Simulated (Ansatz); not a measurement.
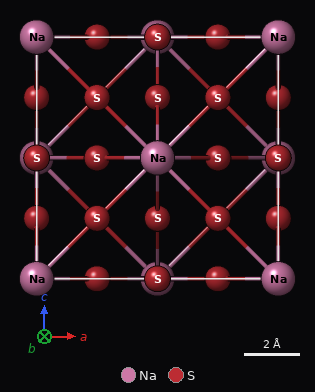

Solid NaS7 (a generated structure, set up in Fm-3m) (coarse preliminary run), before the relaxation. Style: ball-and-stick. Shown: the conventional cell (4 times the calculation's cell), along the b axis. Lengths and directions refer to the drawn axes.

Computed with Ansatz, DFT PBE, scalar-relativistic, plane waves, PAW.

Input file:
```yaml
crystal:
  lattice:
    - [0.0, 4.43836004, 4.43836004]
    - [4.43836004, 0.0, 4.43836004]
    - [4.43836004, 4.43836004, 0.0]
  atoms:
    - { symbol: Na, position: [0.0, 0.0, 0.0] }
    - { symbol: S, position: [0.5, 0.5, 0.5] }
    - { symbol: S, position: [0.5, 0.0, 0.0] }
    - { symbol: S, position: [0.5, 0.0, 0.5] }
    - { symbol: S, position: [0.0, 0.5, 0.5] }
    - { symbol: S, position: [0.0, 0.5, 0.0] }
    - { symbol: S, position: [0.5, 0.5, 0.0] }
    - { symbol: S, position: [0.0, 0.0, 0.5] }
basis:
  ecutwfc: 420
kpoints:
  mp_grid: { grid: [4, 4, 4] }
hamiltonian:
  xc: pbe
scf:
  occupations: { method: gaussian, width: 0.1 }
  lower_state_search: "off"
output:
  forces: true
  stress: true
  eigenvalues: true
relax:
  adjacent_minimum: "off"
  f_tol: 0.04
  max_steps: 70
  cell: { stress_tol: 0.4 }
```

Run as
```bash
ansatz run input.yaml --threads 1 --pin off --max-ram 2048MiB --backend cpu --events-out ev --progress --plain --runs-dir out
```

What does the optimiser find from here?

No atom moves by more than 0.005 Å relative to the cell. Cell: a = b = c 8.877 → 8.093 Å (−8.8 %). Volume −24.2 %. Near-neighbour distances that change, for instance: Na1–S3 3.138 → 2.861 Å. The space group stays Fm-3m (No. 225). Over 4 accepted moves (5 points after the start) the energy falls by 216 meV per atom. All forces vanish by symmetry, so only the cell relaxes. Pressure: −10.04 GPa at the start and −0.02 GPa at the end. At 1 point the geometry stayed and the basis and grid were re-selected for the new cell (energy shift of 0.2 meV per atom at most each time). The run took 19 s on 1 thread of Arm Neoverse V1 (shared host), peak memory 0.4 GiB.

Final geometry:

```
Na S
1.0
     0.00000    4.04640    4.04640
     4.04640    0.00000    4.04640
     4.04640    4.04640    0.00000
Na S
1 7
Direct
  0.00000 0.00000 0.00000
  0.50000 0.50000 0.50000
  0.50000 0.00000 0.00000
  0.50000 0.00000 0.50000
  0.00000 0.50000 0.50000
  0.00000 0.50000 0.00000
  0.50000 0.50000 0.00000
  0.00000 0.00000 0.50000
```

After the run, drawn alike:

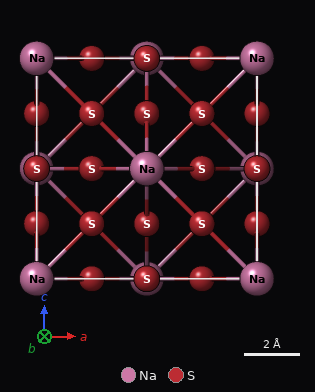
